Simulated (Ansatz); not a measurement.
**How much does Ti in Mo(100), 2x2 scatter?**

How strong a scatterer is Ti in Mo(100), 2x2, and does relaxation matter?

Main program and level: Ansatz 0.2.0; Ansatz plane-wave DFT, PBE, PAW files; ballistic transport by layer matching (Landauer), zero bias; PAW set soft_1, in the first sound run; inputs show where later runs differ.

### Step 1. The structure

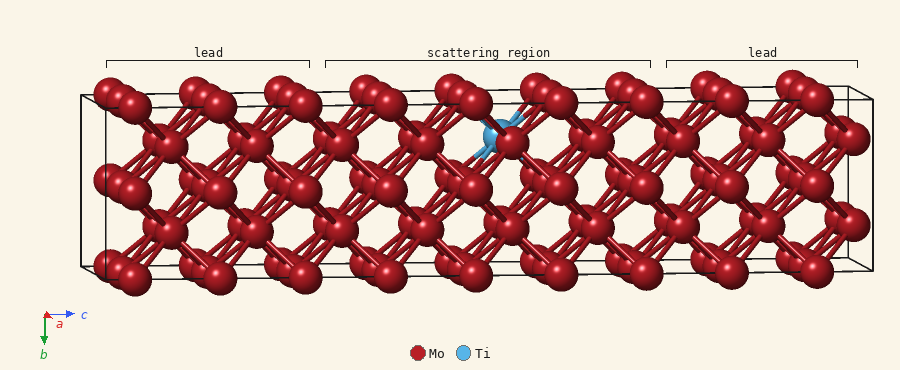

The cell as given, from the side, with the c axis across the page (molybdenum red, titanium blue). Some periodic images of atoms are drawn too.

The cell holds 72 atoms: 71 Mo and 1 Ti. Its edges and angles: a = 6.294 Å, b = 6.294 Å, c = 28.323 Å, α = 90.0°, β = 90.0°, γ = 90.0°. It derives from Mo. Regions: lead, 40 atoms (40 Mo); scattering region, 32 atoms (31 Mo and 1 Ti). The structure is stacked along c, and the current runs across the ab planes.

### Step 2. Transmission at ideal sites

The defect sits in one plane of the supercell, all atoms on ideal sites; the layers about the cell's end are the lead. The mesh across the current, 8×8, is finer than the density's, because channels open and close sharply across the zone. Energies from -0.1 to 0.1 eV in steps of 0.05 eV are too few for the program's thermal sum, so it prints no conductance; for a metal the transmission near the Fermi level serves, at a fraction of the cost.

Input file input.yaml:

```yaml
crystal:
  lattice:
    - [6.294, 0.0, 0.0]
    - [0.0, 6.294, 0.0]
    - [0.0, 0.0, 28.323]
  atoms:
    - { symbol: Mo, position: [0.0, 0.0, 0.0277777778] }
    - { symbol: Mo, position: [0.0, 0.5, 0.0277777778] }
    - { symbol: Mo, position: [0.5, 0.0, 0.0277777778] }
    - { symbol: Mo, position: [0.5, 0.5, 0.0277777778] }
    - { symbol: Mo, position: [0.25, 0.25, 0.0833333333] }
    - { symbol: Mo, position: [0.25, 0.75, 0.0833333333] }
    - { symbol: Mo, position: [0.75, 0.25, 0.0833333333] }
    - { symbol: Mo, position: [0.75, 0.75, 0.0833333333] }
    - { symbol: Mo, position: [0.0, 0.0, 0.1388888889] }
    - { symbol: Mo, position: [0.0, 0.5, 0.1388888889] }
    - { symbol: Mo, position: [0.5, 0.0, 0.1388888889] }
    - { symbol: Mo, position: [0.5, 0.5, 0.1388888889] }
    - { symbol: Mo, position: [0.25, 0.25, 0.1944444444] }
    - { symbol: Mo, position: [0.25, 0.75, 0.1944444444] }
    - { symbol: Mo, position: [0.75, 0.25, 0.1944444444] }
    - { symbol: Mo, position: [0.75, 0.75, 0.1944444444] }
    - { symbol: Mo, position: [0.0, 0.0, 0.25] }
    - { symbol: Mo, position: [0.0, 0.5, 0.25] }
    - { symbol: Mo, position: [0.5, 0.0, 0.25] }
    - { symbol: Mo, position: [0.5, 0.5, 0.25] }
    - { symbol: Mo, position: [0.25, 0.25, 0.3055555556] }
    - { symbol: Mo, position: [0.25, 0.75, 0.3055555556] }
    - { symbol: Mo, position: [0.75, 0.25, 0.3055555556] }
    - { symbol: Mo, position: [0.75, 0.75, 0.3055555556] }
    - { symbol: Mo, position: [0.0, 0.0, 0.3611111111] }
    - { symbol: Mo, position: [0.0, 0.5, 0.3611111111] }
    - { symbol: Mo, position: [0.5, 0.0, 0.3611111111] }
    - { symbol: Mo, position: [0.5, 0.5, 0.3611111111] }
    - { symbol: Mo, position: [0.25, 0.25, 0.4166666667] }
    - { symbol: Mo, position: [0.25, 0.75, 0.4166666667] }
    - { symbol: Mo, position: [0.75, 0.25, 0.4166666667] }
    - { symbol: Mo, position: [0.75, 0.75, 0.4166666667] }
    - { symbol: Mo, position: [0.0, 0.0, 0.4722222222] }
    - { symbol: Mo, position: [0.0, 0.5, 0.4722222222] }
    - { symbol: Mo, position: [0.5, 0.0, 0.4722222222] }
    - { symbol: Mo, position: [0.5, 0.5, 0.4722222222] }
    - { symbol: Ti, position: [0.25, 0.25, 0.5277777778] }
    - { symbol: Mo, position: [0.25, 0.75, 0.5277777778] }
    - { symbol: Mo, position: [0.75, 0.25, 0.5277777778] }
    - { symbol: Mo, position: [0.75, 0.75, 0.5277777778] }
    - { symbol: Mo, position: [0.0, 0.0, 0.5833333333] }
    - { symbol: Mo, position: [0.0, 0.5, 0.5833333333] }
    - { symbol: Mo, position: [0.5, 0.0, 0.5833333333] }
    - { symbol: Mo, position: [0.5, 0.5, 0.5833333333] }
    - { symbol: Mo, position: [0.25, 0.25, 0.6388888889] }
    - { symbol: Mo, position: [0.25, 0.75, 0.6388888889] }
    - { symbol: Mo, position: [0.75, 0.25, 0.6388888889] }
    - { symbol: Mo, position: [0.75, 0.75, 0.6388888889] }
    - { symbol: Mo, position: [0.0, 0.0, 0.6944444444] }
    - { symbol: Mo, position: [0.0, 0.5, 0.6944444444] }
    - { symbol: Mo, position: [0.5, 0.0, 0.6944444444] }
    - { symbol: Mo, position: [0.5, 0.5, 0.6944444444] }
    - { symbol: Mo, position: [0.25, 0.25, 0.75] }
    - { symbol: Mo, position: [0.25, 0.75, 0.75] }
    - { symbol: Mo, position: [0.75, 0.25, 0.75] }
    - { symbol: Mo, position: [0.75, 0.75, 0.75] }
    - { symbol: Mo, position: [0.0, 0.0, 0.8055555556] }
    - { symbol: Mo, position: [0.0, 0.5, 0.8055555556] }
    - { symbol: Mo, position: [0.5, 0.0, 0.8055555556] }
    - { symbol: Mo, position: [0.5, 0.5, 0.8055555556] }
    - { symbol: Mo, position: [0.25, 0.25, 0.8611111111] }
    - { symbol: Mo, position: [0.25, 0.75, 0.8611111111] }
    - { symbol: Mo, position: [0.75, 0.25, 0.8611111111] }
    - { symbol: Mo, position: [0.75, 0.75, 0.8611111111] }
    - { symbol: Mo, position: [0.0, 0.0, 0.9166666667] }
    - { symbol: Mo, position: [0.0, 0.5, 0.9166666667] }
    - { symbol: Mo, position: [0.5, 0.0, 0.9166666667] }
    - { symbol: Mo, position: [0.5, 0.5, 0.9166666667] }
    - { symbol: Mo, position: [0.25, 0.25, 0.9722222222] }
    - { symbol: Mo, position: [0.25, 0.75, 0.9722222222] }
    - { symbol: Mo, position: [0.75, 0.25, 0.9722222222] }
    - { symbol: Mo, position: [0.75, 0.75, 0.9722222222] }
kpoints:
  mp_grid: { grid: [4, 4, 1] }
hamiltonian:
  xc: pbe
  pseudopotentials: { kind: paw, azcp: { folder: soft_1 } }
scf:
  occupations: { method: fermi_dirac, width: 0.1 }
output:
  transmission: { leads: [[0, 4]], kmesh: [8, 8], e_range: [-0.1, 0.1], de: 0.05 }
  write_potential: true
  write_density: true
  volumetric_format: npy
  elf: true
```

Launch:

```sh
$ ansatz run input.yaml --threads 4 --pin off --max-ram 15360MiB --backend cpu --events-out ev --progress --plain --runs-dir out
```

Numbers of over 12 decimals in the logs are rounded to 6 here.

What it wrote:

```text
Engine: ansatz 0.2.0, aarch64-unknown-linux-gnu
Pseudopotentials: kind: paw
Pseudopotential: Mo, paw, valence charge 14, recommended cutoff 420 eV (normal), soft_1/Mo.paw.azcp
Pseudopotential: Ti, paw, valence charge 12, recommended cutoff 420 eV (normal), soft_1/Ti.paw.azcp
Functional definition: PBE
  parameter kappa = 0.804
  parameter beta = 0.066725
  exchange = pbe_x(kappa = kappa, mu = beta*pi^2/3)
  correlation = pbe_c(beta = beta)
Crystal: 72 atoms, lattice volume = 1122.000 Å³
Basis set: ecut = 420 eV, 21955 PW (Γ)
Bands: 604, of which v1, the nominal top of the filled ones, is band 503 counted from 1 (502 counted from 0)
Symmetry: 16 space group operations
Space group: P4/mmm (ITA 123), of the structure as read, at distance tolerance 1.0e-4 Å
k-points: 6 of 16
Non-local potential: Mo, projectors of the file, l = 0: 3, l = 1: 2, l = 2: 2, l = 3: 1
Non-local potential: Ti, projectors of the file, l = 0: 3, l = 1: 2, l = 2: 3, l = 3: 1
PAW form: soft (Blöchl's): semilocal exchange-correlation on the pseudo side does not see the compensation charge
PAW one-centre angular grid: Mo, 590 points (default); XC on 64 Gauss nodes
PAW one-centre angular grid: Ti, 590 points (default); XC on 64 Gauss nodes
Initial density: superposition of atomic densities (chi_scale 0.1, normalization cell, long waves 43 % of neutral atoms (reshape's long-wave potential 1.43 eV rms, cloud 3.14 Å wide))
Initial wavefunctions: pseudopotential atomic-orbital guess
Functional: x = pbe(κ = 0.804, μ = 0.219515), c = pbe(β = 0.066725)
SCF iter   1: F=—  HF=-354464.178636 eV  |F-HF|=—  |Δ(HF+E_count)|=         —  Δρ=1.61e-1  dr2=4.28e3  ethr=3.10e-3  ⟨swp⟩=4.8  Hψ=11596  notcnv=0
preconditioner: auto → Kerker (q_TF=auto, 2.679 Å⁻¹)  [metal: Δε(μ)=0.004 eV  Ē_g=4.592 eV  σ=0.100 eV  W_gap=0.01  n_scr=372 (ndim 8)  ℏωp=23.0 eV  f_vac=0.000  D(μ)=51.65/eV (n_scr^D=450)]
SCF iter   2: F=—  HF=-354403.677648 eV  |F-HF|=—  |Δ(HF+E_count)|=    6.05e1  Δρ=7.11e-2  dr2=1.22e3  ethr=3.10e-3  ⟨swp⟩=4.3  Hψ=8094  notcnv=0
SCF iter   3: F=—  HF=-354384.724129 eV  |F-HF|=—  |Δ(HF+E_count)|=    1.90e1  Δρ=3.59e-2  dr2=3.87e2  ethr=3.10e-3  ⟨swp⟩=3.7  Hψ=7737  notcnv=0
SCF iter   4: F=—  HF=-354381.463518 eV  |F-HF|=—  |Δ(HF+E_count)|=    3.26e0  Δρ=1.29e-2  dr2=2.62e1  ethr=3.10e-3  ⟨swp⟩=2.5  Hψ=4615  notcnv=0
SCF iter   5: F=—  HF=-354380.814064 eV  |F-HF|=—  |Δ(HF+E_count)|=   6.49e-1  Δρ=3.86e-3  dr2=1.20e0  ethr=2.60e-3  ⟨swp⟩=4.0  Hψ=9189  notcnv=0
SCF iter   6: F=—  HF=-354380.785075 eV  |F-HF|=—  |Δ(HF+E_count)|=   2.90e-2  Δρ=9.54e-4  dr2=8.08e-2  ethr=1.19e-4  ⟨swp⟩=2.8  Hψ=6580  notcnv=0
SCF iter   7: F=—  HF=-354380.783509 eV  |F-HF|=—  |Δ(HF+E_count)|=   1.57e-3  Δρ=2.97e-4  dr2=7.65e-3  ethr=8.04e-6  ⟨swp⟩=1.8  Hψ=3850  notcnv=0
SCF iter   8: F=—  HF=-354380.783348 eV  |F-HF|=—  |Δ(HF+E_count)|=   1.61e-4  Δρ=5.54e-5  dr2=1.30e-4  ethr=7.60e-7  ⟨swp⟩=2.0  Hψ=4098  notcnv=0
SCF iter   9: F=—  HF=-354380.783307 eV  |F-HF|=—  |Δ(HF+E_count)|=   4.08e-5  Δρ=1.08e-5  dr2=7.73e-6  ethr=1.29e-8  ⟨swp⟩=2.0  Hψ=5346  notcnv=0
SCF iter  10: F=—  HF=-354380.783847 eV  |F-HF|=—  |Δ(HF+E_count)|=   5.40e-4  Δρ=2.11e-6  dr2=3.03e-7  ethr=7.69e-10  ⟨swp⟩=2.0  Hψ=6270  notcnv=0
SCF iter  11: F=-354380.783847 eV  HF=-354380.783847 eV  |F-HF|=3.10e-8  |Δ(HF+E_count)|=   1.83e-8  Δρ=6.25e-7  dr2=3.19e-8  ethr=9.94e-12  ⟨swp⟩=7.5  Hψ=9598  notcnv=0
SCF 1 converged in 11 iterations: F = -354380.783847 eV  dr2 = 3.19e-8
  greatest PAW one-centre occupation: 0.999 electrons in one spin orbital (limit 2), on the Mo atom at site 38 (counted from 0), in its partial waves of l = 0
transmission: 87 of 840 steps passed
transmission: 168 of 840 steps passed
[...]
transmission: 840 of 840 steps passed
SCF converged after 11 iterations
Free energy (F): -354380.783847 eV
Harris-Foulkes:  -354380.783847 eV  (|F-HF|=3.10e-8)
Internal energy: -354379.135836 eV  (E = F + TS)
E sigma→0 (E₀):  -354379.959841 eV
Entropy (-TS):   -1.648011 eV (-22.889 meV/atom)
Fermi energy:    21.007459 eV
--- Per-component energies (eV) ---
  E_band       = -3998.557974
  E_kinetic    = 30281.912673
  E_local      = -55394.145511  (includes V_loc(G=0)·N_el)
  E_nonlocal   = 10571.953058
  E_hartree    = 18913.039565
  E_xc         = -12645.241844
  E_vxc        = -15767.523041  (∫ρ·V_xc dr)
  E_paw        = -229080.502311  (= ΣΔE_a)
  E_vpaw       = -11516.836808  (= ΣTr[D̂ρ^β])
  E_aug_tail   = 0.003256  (compensation charges beyond the density's cutoff)
  E_ewald      = -117026.154721
  E_smearing   = -1.648011  (= −TS)
  E_closure    = 0.000000  (closes the sum)
  Σ components = -354380.783847   (vs F -354380.783847, Δ=0.00e0)
--- Band table (eV; the first three rows and the last of 6) ---
  k-point 0: bands = [... 499 lower, 20.8682, 20.8682, 20.8753, 20.8809, 20.8855, 20.9001, 20.9033, 21.0366, ... 97 higher]
  k-point 1: bands = [... 499 lower, 20.9365, 20.9746, 20.9902, 21.0347, 21.0657, 21.0673, 21.0775, 21.1182, ... 97 higher]
  k-point 2: bands = [... 499 lower, 20.6461, 20.9373, 20.9495, 20.9826, 21.0398, 21.1533, 21.1720, 21.2504, ... 97 higher]
  k-point 5: bands = [... 499 lower, 19.9086, 20.2961, 20.2982, 20.3806, 20.3806, 21.3875, 21.3875, 21.3937, ... 97 higher]
--- Transmission ---
  basis      : 349 plane waves across, 56 finite elements along
  points     : 15, standing for a mesh of 8 x 8
  energies   : 5 from -0.100000 to 0.100000 eV about the Fermi level, 0.050000 eV apart; the leads are filled to 0.000000 eV, and channels, transmission and decay are at 0.000000 eV
  crystal 0  : Mo4, at the sites [0, 4], period 1.5735 Å, over 26.75 Å; its Hamiltonian steps by up to 1.0 meV
    offset         : up to 0.0000 Å between an atom of the period and one for which it stands
    channels       : 6.593750e0 a spin
    conductance    : none, the energies end too early or step too widely for 300 K: set another output.transmission.e_range or a lower de, or, where they end at an eighth of basis.ecutwfc, a higher one
    slowest decay  : 0.0395 /Å at (0.5000, 0.3750)
  junction   : crystal 0 to crystal 0, 0.88 to 27.63 Å
    transmission   : 5.742149e0 a spin
    conductance    : none, the energies end too early or step too widely for 300 K: set another output.transmission.e_range or a lower de, or, where they end at an eighth of basis.ecutwfc, a higher one
```

Run time: 11 min. Hardware: 4 threads of Arm Neoverse V1, shared host; peak memory 11 GiB.

Numbers from this step:

* free energy: -354380.7838 eV
* energy at zero smearing: -354379.9598 eV
* Fermi energy: 21.01 eV
* cell area: 39.61 Å²
* transmission per spin nearest the Fermi level: 5.742
* open channels per spin nearest the Fermi level: 6.594
* step of the lead's potential: 1 meV

Per spin. Transmission, zone mean against energy, zero at the Fermi level:

```tsv
energy (eV)	transmission, zone mean
-0.1000	5.65
-0.0500	5.71
0.0000	5.74
0.0500	5.76
0.1000	5.93
```

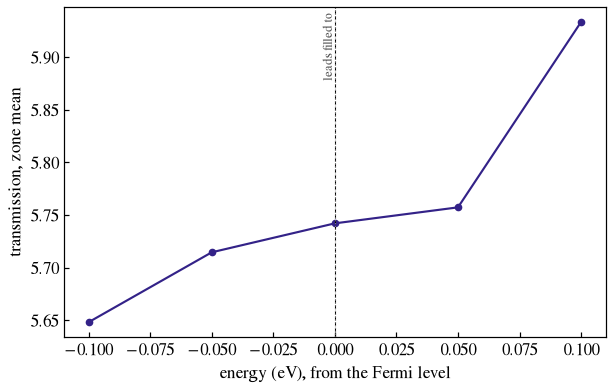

Transmission, zone mean, plotted against energy.

Per spin. Table of open channels, zone mean, lead by energy, zero at the Fermi level:

```tsv
energy (eV)	open channels, zone mean, lead
-0.1000	6.78
-0.0500	6.66
0.0000	6.59
0.0500	6.53
0.1000	6.84
```

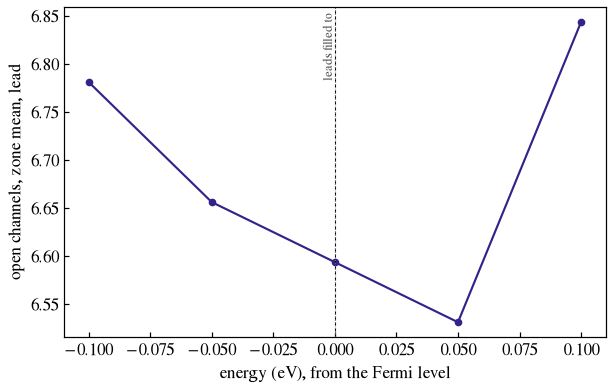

Open channels, zone mean, lead against energy.

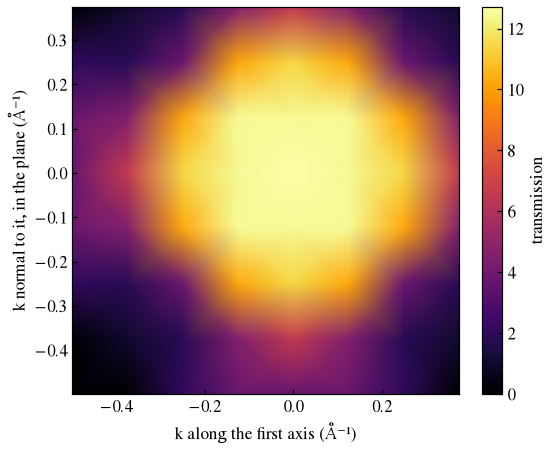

Transmission over k1 and k2. At 0.0000 eV from the Fermi level.

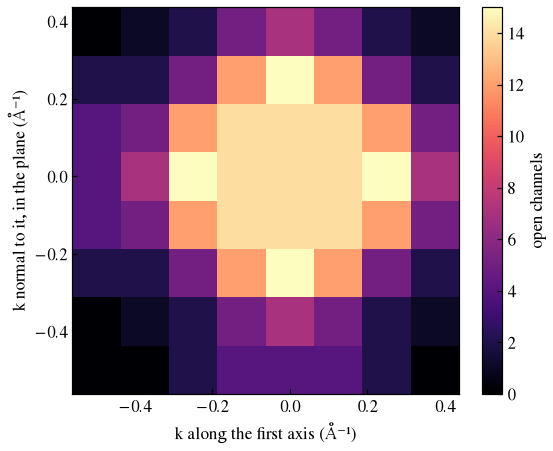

Open channels over k1 and k2. At 0.0000 eV from the Fermi level.

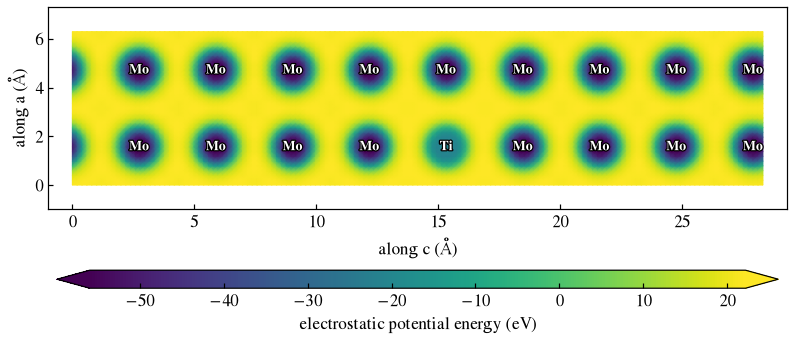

Electrostatic potential energy in the ca plane at fractional y = 0.250, with atoms of Mo and Ti within 0.2 Å of it. With pseudopotentials it is smooth inside the atoms' cores, unlike the true potential.

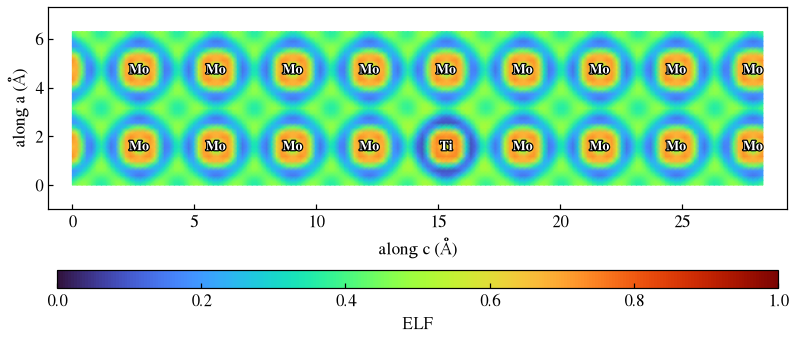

ELF in the ca plane at fractional y = 0.250, with atoms of Mo and Ti within 0.2 Å of it. It is the smooth field of the valence electrons, not physical close to the nuclei.

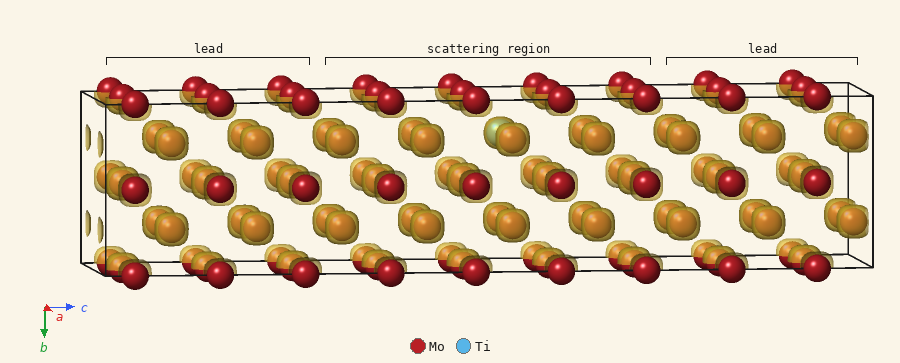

Surface of ELF = 0.66.

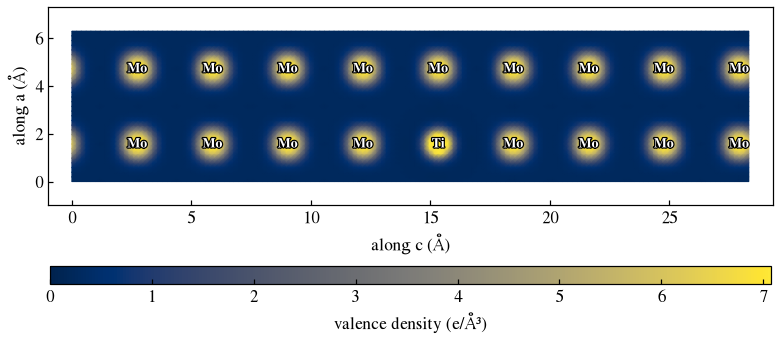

Valence density in the ca plane at fractional y = 0.250, with atoms of Mo and Ti within 0.2 Å of it. It is the smooth field of the valence electrons, not physical close to the nuclei.

Over the solved energies the transmission per spin lies between 5.65 and 5.93, out of 6.68 channels of the lead on average (up to 6.84).

### Step 3. Resistance at ideal sites

This step: Ansatz plane-wave DFT, PBE, PAW files; ballistic transport by layer matching (Landauer), zero bias; area resistance of the defect plane and resistivity an atomic per cent; PAW set soft_1 (Ansatz 0.2.0).

Numbers from this step:

```
area resistance                                                                                 : 0.1156 fΩ m²
T over the leads' mean channel count                                                            : 0.8702
resistivity per at.% scaled from this dense plane, with the factor 3/4 for isotropic scattering : 2.205 µΩ cm
```

Averaged over the energies near the Fermi level, 87.0 % of the channels pass, which makes 0.116 fΩ m².

By hand, with T and the leads' channels N averaged over the energies near the Fermi level: RA = A (h/2e²)(1/T − 1/N) = 39.61×10⁻²⁰ m² × 12 906 Ω × (1/5.738 − 1/6.594) = 0.116 fΩ m². Per atomic per cent: RA × A / V_atom × 0.01 × 3/4 = 2.20 µΩ cm, with the host's V_atom = 15.58 Å³.

[end of part 1 of 3]

[Logs are printed without paths, hosts, clocks, repeated set-up lines and the standing remarks that a program may print on its own settings, such as how far it seeks lower states.]

[Hosts, paths, dates, database ids (printed as entryN), source tags and the programs' standing remarks are cut or masked in the printed files.]
